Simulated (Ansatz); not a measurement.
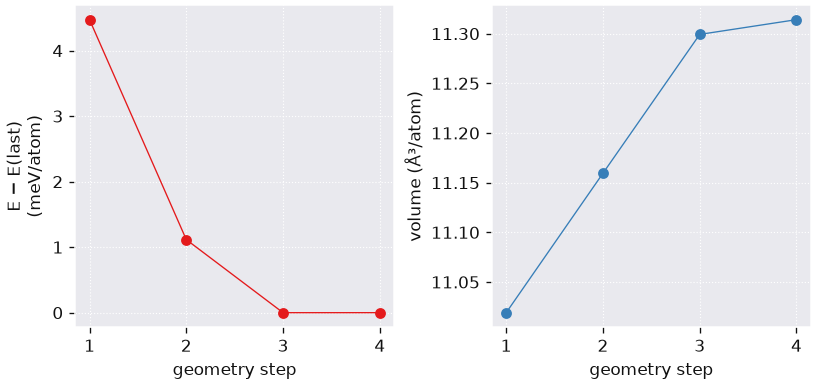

History of a geometry optimisation. The run: Co (P6/mmm, 1 atom in the cell), by DFT PBEsol, scalar-relativistic, plane waves, PAW (Ansatz); cutoff 420 eV, 9×9×8 k-mesh, Gaussian smearing of 0.1 eV, collinear spins. Atoms and cell relax. A closing SCF on a freshly chosen basis isn't drawn.

The optimisation met its thresholds at geometry 4, counting the start as the first. The energy fell by about 4.5 meV/atom from the first step to the last. All forces vanish by symmetry, so only the cell moves. The volume grows from 11.02 to 11.31 Å³ per atom (+2.7 %).
